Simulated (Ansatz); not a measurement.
```cif
data_structure
_symmetry_space_group_name_H-M 'P 1'
_symmetry_Int_Tables_number 1
_cell_length_a 2.6895
_cell_length_b 2.6895
_cell_length_c 4.2519
_cell_angle_alpha 90.000
_cell_angle_beta 90.000
_cell_angle_gamma 120.000
_cell_volume 26.64
loop_
_atom_site_label
_atom_site_type_symbol
_atom_site_fract_x
_atom_site_fract_y
_atom_site_fract_z
_atom_site_occupancy
Ru1 Ru 0.33333 0.66667 0.25000 1
Ru2 Ru 0.66667 0.33333 0.75000 1
```

Space group P6₃/mmc; computed without spin polarisation.

Method: DFT PBEsol, scalar-relativistic, plane waves, PAW (Ansatz).

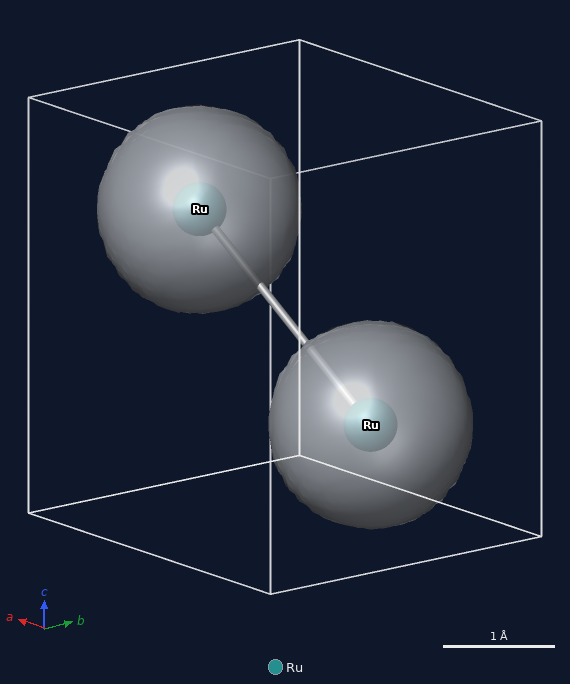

Ru. Isosurface of the valence charge density (pseudo) at 1 e/Å³ (grey), seen at an oblique angle. Sticks mark near contacts.

Q: Which contacts does the surface bridge?

A: At this value the density breaks into separate islands; it holds about 75 % of the electrons treated as valence (semicore included). It bridges none of the near contacts. It is pinched off along the shortest Ru–Ru (2.63 Å) and Ru–Ru (2.69 Å) contacts. On the grid the lowest density along these lines, outside the cores, is 0.44 e/Å³ (Ru–Ru, 2.63 Å) and 0.4 e/Å³ (Ru–Ru, 2.69 Å).
